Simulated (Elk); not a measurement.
# Dielectric function and optical constants of CuI (Marshite)

Aim: the dielectric function of CuI (Marshite), and the optical constants that follow from it. The cell comes from an older database entry, whose edges can differ from later determinations, mostly by under a per cent.

Program: Elk 11.2.3 (patched build). Level of theory: DFT, PBE, all-electron APW+lo, Dirac cores, scalar-relativistic bands, independent-particle optical response without local fields. Results are calculated unless marked as measured.

The database entry behind the starting cell differs from later determinations by our own check (about 0.15 % long (mineral sample)), so it need not match the best structure at ambient conditions.

## Step 1: Starting point

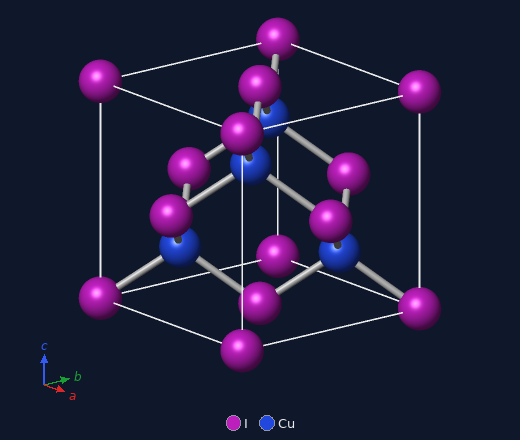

The cell as given, from a free direction (iodine pink, copper blue). This picture shows the conventional cell, with its axes. Bonds to atoms that aren't drawn are left out. Some periodic images of atoms are drawn too.

## Step 2: Ground state

The self-consistent density comes first; it also tells whether there is a gap, which decides the occupations and the need for a Drude term.

This step: DFT, PBE, all-electron APW+lo, Dirac cores, scalar-relativistic bands, ground state (Elk 11.2.3 (patched build)).

Contents of elk.in:

```
tasks
  0
  120

xctype
  20

nempty
  14

lorbcnd
  .true.

rgkmax
  7.0

swidth
  0.0018375

maxscl
  100

epsengy
  1e-05

sppath
  './'

avec
  0.000000000000 5.728704746803 5.728704746803
  5.728704746803 0.000000000000 5.728704746803
  5.728704746803 5.728704746803 0.000000000000

atoms
  2
  'I.in'
  1
  0.000000000000 0.000000000000 0.000000000000   0.000 0.000 0.000
  'Cu.in'
  1
  0.750000000000 0.750000000000 0.750000000000   0.000 0.000 0.000

ngridk
  10 10 10
```

Run with:

```console
OMP_NUM_THREADS=4 elk
```

Numbers of over 12 decimals in the logs are rounded to 6 here.

The log of the run:

```text
┌─────────────────────────┐
│ Elk code version 11.2.3 │
└─────────────────────────┘

All units are atomic (Hartree, Bohr, etc.)

┌─────────────────────────────────────────────────┐
│ Ground-state run starting from atomic densities │
└─────────────────────────────────────────────────┘

Lattice vectors :
   0.000000000       5.728704747       5.728704747
   5.728704747       0.000000000       5.728704747
   5.728704747       5.728704747       0.000000000

Reciprocal lattice vectors :
 -0.5483949326      0.5483949326      0.5483949326
  0.5483949326     -0.5483949326      0.5483949326
  0.5483949326      0.5483949326     -0.5483949326

Unit cell volume      :    376.0099302
Brillouin zone volume :   0.6596905920

Muffin-tin inner radius fraction :   0.1000000000E-01

Nuclei treated as point charges

Species : 1 (I)
 parameters loaded from : I.in
 name : iodine
 nuclear charge    :   -53.00000000
 electronic charge :    53.00000000
 atomic mass :    231332.6972
 muffin-tin radius :    2.553825998
 number of radial points in muffin-tin :   1193
 inner part over the whole radius :   0.9882347993E-02
 number on inner part of muffin-tin    :    850
 approximate nuclear radius :   0.9002358621E-04
 number of mesh points to nuclear radius :    431
 atomic positions (lattice), magnetic fields (Cartesian) :
  1 :   0.00000000  0.00000000  0.00000000    0.00000000  0.00000000  0.00000000

Species : 2 (Cu)
 parameters loaded from : Cu.in
 name : copper
 nuclear charge    :   -29.00000000
 electronic charge :    29.00000000
 atomic mass :    115837.2717
 muffin-tin radius :    2.357377844
 number of radial points in muffin-tin :    993
 inner part over the whole radius :   0.9945403670E-02
 number on inner part of muffin-tin    :    701
 approximate nuclear radius :   0.7406004541E-04
 number of mesh points to nuclear radius :    336
 atomic positions (lattice), magnetic fields (Cartesian) :
  1 :   0.75000000  0.75000000  0.75000000    0.00000000  0.00000000  0.00000000

Total number of atoms per unit cell :    2
Total muffin-tin volume :    124.6442144
 ratio of muffin-tin to unit cell volume :   0.3314918154

Spin treatment :
 spin-unpolarised

Number of Bravais lattice symmetries :   48
Number of crystal symmetries         :   24
Crystal has no inversion symmetry
Complex Hermitian eigensolver will be used

k-point grid :     10    10    10
k-point offset :    0.000000000       0.000000000       0.000000000
k-point set is reduced with full crystal symmetry group
Total number of k-points :       73

Muffin-tin radius times maximum |G+k| :    7.000000000
 using average radius
Maximum |G+k| for APW functions       :    2.850624908
Maximum (1/2)|G+k|²                   :    4.063031184
Maximum |G| for potential and density :    12.00000000
Constant for pseudocharge density :    8
 order of it for each species :   15  15
 order of it for pair densities of each species (exact exchange by exxq0 0: 15) :   11   9
Radial integration step length :    1

G-vector grid sizes :     32    32    32
Number of G-vectors :    10969

Maximum angular momentum used for
 APW functions            :    8
 outer part of muffin-tin :    6
 inner part of muffin-tin :    2

Total nuclear charge    :   -82.00000000
Total core charge       :    48.00000000
Total valence charge    :    34.00000000
Total excess charge     :    0.000000000
Total electronic charge :    82.00000000

Effective Wigner radius, rₛ :    1.030620913

Number of empty states         :     28
Total number of valence states :     46
Total number of core states    :     48

Conduction state local-orbitals added automatically
Third-order local-orbitals added for an l without core states : F
Total number of local-orbitals :    130

Exchange-correlation functional :     20     0     0
 Perdew-Burke-Ernzerhof, Phys. Rev. Lett. 77, 3865 (1996)
 gradient requirement :    1
 generalised gradient approximation (GGA)

Smearing type :    3
 Fermi-Dirac
Smearing width :   0.1837500000E-02
Effective electronic temperature (K) :    580.2366081

Mixing type :    3
 Broyden mixing, J. Phys. A: Math. Gen. 17, L317 (1984)

Kohn-Sham potential initialised from atomic data

┌──────────────────────────────┐
│ Self-consistent loop started │
└──────────────────────────────┘

┌─────────────────┐
│ Loop number : 1 │
└─────────────────┘

Energies :
 Fermi                       :     0.78479366464900E-01
 sum of occupied eigenvalues :     -5296.5255335901
 electron kinetic            :      9224.5461641275
 core electron kinetic       :      8854.7955411547
 Coulomb                     :     -17750.047599996
 Coulomb potential           :     -14197.443439294
 nuclear-nuclear             :     -837.88127443936
 electron-nuclear            :     -19642.893237846
 Hartree                     :      2730.7269122887
 Madelung                    :     -10651.325880349
 xc potential                :     -323.62825842392
 exchange                    :     -244.67112848981
 correlation                 :     -4.252962
 electron entropic           :    -0.27660570836903E-05
 total energy                :     -8774.4255286771

Density of states at Fermi energy :   0.1459277947
 (states/Hartree/unit cell)

Estimated indirect band gap :   0.1387037308E-01
 from k-point 1 to k-point 1
Estimated direct band gap   :   0.1387037308E-01
 at k-point 1

Charges :
 core                        :    48.00000000
 valence                     :    34.00000000
 interstitial                :    3.320990211
 muffin-tins (core leakage)
  species : 1 (I)
   atom 1                    :    50.82332808     (  0.2678104537E-03)
  species : 2 (Cu)
   atom 1                    :    27.85568171     (  0.2174215942E-03)
 total in muffin-tins        :    78.67900979
 total calculated charge     :    81.99929295
 total charge                :    82.00000000
 error                       :   0.7070510379E-03

┌─────────────────┐
│ Loop number : 2 │
└─────────────────┘

Energies :
 Fermi                       :     0.78523987486252E-01
 sum of occupied eigenvalues :     -5296.5305066771
 electron kinetic            :      9224.6792629697
 core electron kinetic       :      8854.7282972043
 Coulomb                     :     -17750.280562278
 Coulomb potential           :     -14197.257660072
 nuclear-nuclear             :     -837.88127443936
 electron-nuclear            :     -19643.543219856
 Hartree                     :      2731.1439320174
 Madelung                    :     -10651.651732242
 xc potential                :     -323.95210957443
 exchange                    :     -244.69431464559
 correlation                 :     -4.253171
 electron entropic           :    -0.20460857647976E-05
 total energy                :     -8774.5487872864

Density of states at Fermi energy :   0.1021885773
 (states/Hartree/unit cell)

Estimated indirect band gap :   0.1525624635E-01
 from k-point 1 to k-point 1
Estimated direct band gap   :   0.1525624635E-01
 at k-point 1

Charges :
 core                        :    48.00000000
 valence                     :    34.00000000
 interstitial                :    3.311088449
 muffin-tins (core leakage)
  species : 1 (I)
   atom 1                    :    50.82137676     (  0.2677464723E-03)
  species : 2 (Cu)
   atom 1                    :    27.86753479     (  0.2168442152E-03)
 total in muffin-tins        :    78.68891155
 total calculated charge     :    81.99929610
 total charge                :    82.00000000
 error                       :   0.7038963400E-03

RMS change in Kohn-Sham potential (target) :   0.2017367649     (  0.1000000000E-05)
Absolute change in total energy (target)   :   0.1232586093     (  0.1000000000E-04)

[... 14 loops left out ...]

┌──────────────────┐
│ Loop number : 17 │
└──────────────────┘

Energies :
 Fermi                       :     0.168873
 sum of occupied eigenvalues :     -5289.2290047571
 electron kinetic            :      9228.8741847721
 core electron kinetic       :      8854.3103598963
 Coulomb                     :     -17753.626710503
 Coulomb potential           :     -14192.987181469
 nuclear-nuclear             :     -837.88127443936
 electron-nuclear            :     -19654.393327991
 Hartree                     :      2738.6478919267
 Madelung                    :     -10657.133119769
 xc potential                :     -325.11600806005
 exchange                    :     -245.08635055037
 correlation                 :     -4.256640
 electron entropic           :    -0.48762790622558E-08
 total energy                :     -8774.0955164482

Density of states at Fermi energy :   0.1147953766E-03
 (states/Hartree/unit cell)

Estimated indirect band gap :   0.4029672739E-01
 from k-point 1 to k-point 1
Estimated direct band gap   :   0.4029672739E-01
 at k-point 1

Charges :
 core                        :    48.00000000
 valence                     :    34.00000000
 interstitial                :    3.101238550
 muffin-tins (core leakage)
  species : 1 (I)
   atom 1                    :    50.83838326     (  0.2629874239E-03)
  species : 2 (Cu)
   atom 1                    :    28.06037819     (  0.2061689208E-03)
 total in muffin-tins        :    78.89876145
 total calculated charge     :    81.99935248
 total charge                :    82.00000000
 error                       :   0.6475183036E-03

RMS change in Kohn-Sham potential (target) :   0.5549195161E-08 (  0.1000000000E-05)
Absolute change in total energy (target)   :   0.3479482984E-05 (  0.1000000000E-04)

Convergence targets achieved

┌──────────────────┐
│ Loop number : 18 │
└──────────────────┘

Energies :
 Fermi                       :     0.168873
 sum of occupied eigenvalues :     -5289.2290045302
 electron kinetic            :      9228.8741849788
 core electron kinetic       :      8854.3103599878
 Coulomb                     :     -17753.626710619
 Coulomb potential           :     -14192.987181552
 nuclear-nuclear             :     -837.88127443936
 electron-nuclear            :     -19654.393328124
 Hartree                     :      2738.6478919449
 Madelung                    :     -10657.133119842
 xc potential                :     -325.11600795664
 exchange                    :     -245.08635055267
 correlation                 :     -4.256640
 electron entropic           :    -0.48762810981281E-08
 total energy                :     -8774.0955163592

Density of states at Fermi energy :   0.1147954286E-03
 (states/Hartree/unit cell)

Estimated indirect band gap :   0.4029672573E-01
 from k-point 1 to k-point 1
Estimated direct band gap   :   0.4029672573E-01
 at k-point 1

Charges :
 core                        :    48.00000000
 valence                     :    34.00000000
 interstitial                :    3.101238555
 muffin-tins (core leakage)
  species : 1 (I)
   atom 1                    :    50.83838326     (  0.2629874248E-03)
  species : 2 (Cu)
   atom 1                    :    28.06037819     (  0.2061689207E-03)
 total in muffin-tins        :    78.89876144
 total calculated charge     :    81.99935248
 total charge                :    82.00000000
 error                       :   0.6475183088E-03

┌──────────────────────────────┐
│ Self-consistent loop stopped │
└──────────────────────────────┘

Warning : core states of species 1 leak from the muffin-tin :   0.2629874248E-03

Warning : core states of species 2 leak from the muffin-tin :   0.2061689207E-03

Wrote STATE.OUT
```

Run time: 19 s. Hardware: 4 threads of Arm Neoverse V2, shared host; peak memory 0.13 GiB; 67 s of CPU time.

This step gave:

```
total energy           : -8774 Ha
Fermi energy           : 4.595 eV
DOS at the Fermi level : 4.22e-6 states/eV/cell
gap on the k-mesh      : 1.097 eV
direct gap on the mesh : 1.097 eV
```

There is a gap, 1.10 eV on this mesh (points off the mesh can give less), so no carriers' term is needed.

## Step 3: Independent particles

With the density converged, the vertical transitions are summed over the zone.

This step: DFT, PBE, all-electron APW+lo, Dirac cores, scalar-relativistic bands, independent-particle optical response without local fields (Elk 11.2.3 (patched build)).

elk.in, as its differences from that of step 2:

```diff
@@ -1,4 +1,6 @@
 tasks
-  0
-  120
+  121
+
+optcomp
+  1 1
 
@@ -17,9 +19,7 @@
 swidth
-  0.0018375
+  0.0073499
 
-maxscl
-  100
-
-epsengy
-  1e-05
+wplot
+  400 100 0
+  0.0 0.80849
```

Run with:

```console
OMP_NUM_THREADS=4 elk
```

The log of the run:

```text
┌─────────────────────────────────┐
│ Elk code version 11.2.3 started │
└─────────────────────────────────┘

Info(readinput): the functional depends on the density's gradient
 muffin-tin radial points multiplied by    2.00000
 (not where nrmtscf is given)

┌────────────────────┐
│ Current task : 121 │
└────────────────────┘
Info(checkmt): changed muffin-tin radius of species 1 (I) from   2.6000 to   2.5538
Info(checkmt): changed muffin-tin radius of species 2 (Cu) from   2.4000 to   2.3574

Info(dielectric):
 dielectric tensor written to EPSILON_ij.OUT
 optical conductivity written to SIGMA_ij.OUT
 for components
  i = 1, j = 1

┌──────────────────┐
│ Elk code stopped │
└──────────────────┘
```

Wall time 1.8 s (4 threads); peak memory 0.04 GiB; 7.5 s of CPU time.

Numbers from this step:

- electronic dielectric constant ε∞, mean over x, y and z (by symmetry where fewer were run): 6.828

The Im ε, E ∥ x has structure finer than the step of the table below, so its rows give means over 1 eV, whole bins alone (the curve runs from 0 to 21.9 eV). Peaks (eV: height): 4.6: 7.25, 6.8: 9.43.

Sum at mesh points, not converged in k; values under the direct gap are tails of Lorentzian lines. Im ε, E ∥ x against photon energy; means over each step:

```
photon energy (eV)  Im ε, E ∥ x
                 1        0.479
                 2         1.51
                 3         3.40
                 4         5.15
                 5         5.74
                 6         7.56
                 7         8.08
                 8         3.91
                 9         3.83
                10         2.47
                11         1.43
                12         1.24
                13         1.03
                14        0.875
                15        0.801
                16        0.658
                17        0.598
                18        0.502
                19        0.407
                20        0.369
                21        0.309
```

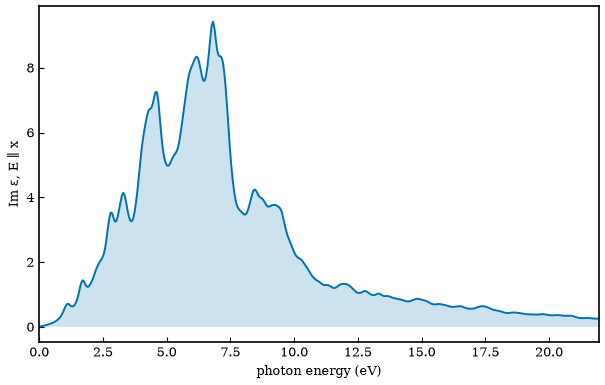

Im ε, E ∥ x against photon energy.

Sum at mesh points, not converged in k. The reflectivity at normal incidence, E ∥ x by photon energy; read off at these points:

```
photon energy (eV)  reflectivity at normal incidence, E ∥ x (%)
               0.0                                         19.9
               1.0                                         21.2
               2.0                                         22.3
               3.0                                         24.0
               4.0                                         28.4
               4.6                                         30.2
               5.0                                         23.9
               6.0                                         32.4
               7.0                                         40.7
               7.5                                         48.4
               8.0                                         33.7
               9.0                                         33.7
              10.0                                         43.3
              11.0                                         39.2
              12.0                                         28.2
              13.0                                         26.4
              14.0                                         22.6
              15.0                                         19.3
              16.0                                         17.7
              17.0                                         12.8
              17.7                                         15.4
              18.0                                         14.5
              19.0                                         10.9
              20.0                                         8.36
              21.0                                         7.90
```

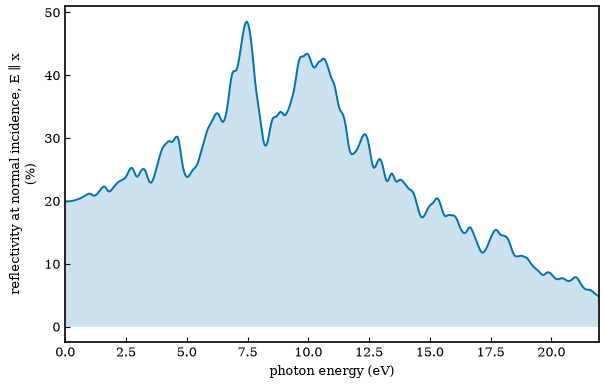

Reflectivity at normal incidence, E ∥ x, plotted against photon energy.

Sum at mesh points, not converged in k; values under the direct gap are tails of Lorentzian lines. Table of loss function −Im 1/ε at q → 0, E ∥ x by energy loss; read off at these points:

```
energy loss (eV)  loss function −Im 1/ε at q → 0, E ∥ x
             0.0                                      0
             2.0                                 0.0222
             4.0                                 0.0574
             6.0                                 0.0984
             8.0                                  0.265
            10.0                                  0.282
            12.0                                  0.661
            14.0                                   1.10
            16.0                                   1.53
            16.8                                   1.70
            18.0                                   1.89
            18.3                                   2.01
            20.0                                   1.63
```

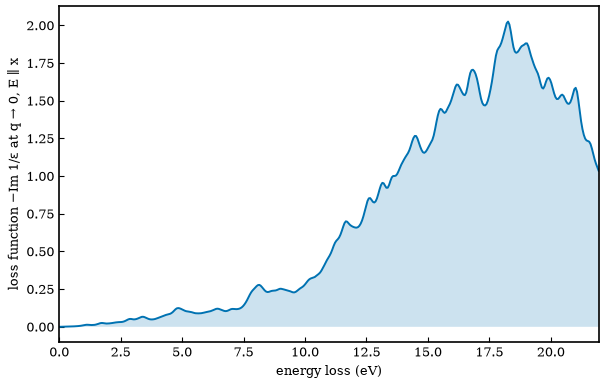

Loss function −Im 1/ε at q → 0, E ∥ x against energy loss.

From ε follow the optical constants at some laser and lamp lines:

```
wavelength (nm)     n      k  R (%)     1/α
            800  2.77  0.186   22.2  342 nm
            633  2.75  0.230   22.1  219 nm
            532  2.82  0.344   23.3  123 nm
            450  2.89  0.584   25.3   61 nm
            405  2.81  0.598   24.4   54 nm
            365  2.67  0.731   23.7   40 nm
            193  2.27  1.683   32.9  9.1 nm
```

Below the direct gap, k and the depth come from the tails of the Lorentzian lines, not from transitions.

Rows near the edge hang on the gap, which this functional as a rule makes too small, and phonon-assisted absorption is left out.

## Step 4: What came out

```json
{"electronic dielectric constant ε∞, mean over x, y and z (by symmetry where fewer were run) (independent particles)": "6.83"}
```

At this level (PBE, independent particles) CuI has ε∞ = 6.83 and n = 2.68 at 1550 nm. On the mesh the gap is 1.10 eV and the least direct gap 1.10 eV. Excitons and phonon-assisted transitions are missing, and so are local fields; PBE gaps are as a rule too small, which pulls the onset down and ε∞ up. Spin-orbit coupling is left out although heavy atoms are present. The sum runs over mesh points 0.18 Å⁻¹ apart with no interpolation, so peaks are partly noise of the mesh; over so small a direct gap single mesh points weigh heavily, so ε∞, n and their changes from run to run can be far off.

[Machine, clock and banner lines and Python warnings are left out of the logs.]

[Logs are printed without paths, hosts, clocks, repeated set-up lines and the standing remarks that a program may print on its own settings, such as how far it seeks lower states.]

[Hosts, paths, dates, database ids (printed as entryN), source tags and the programs' standing remarks are cut or masked in the printed files.]
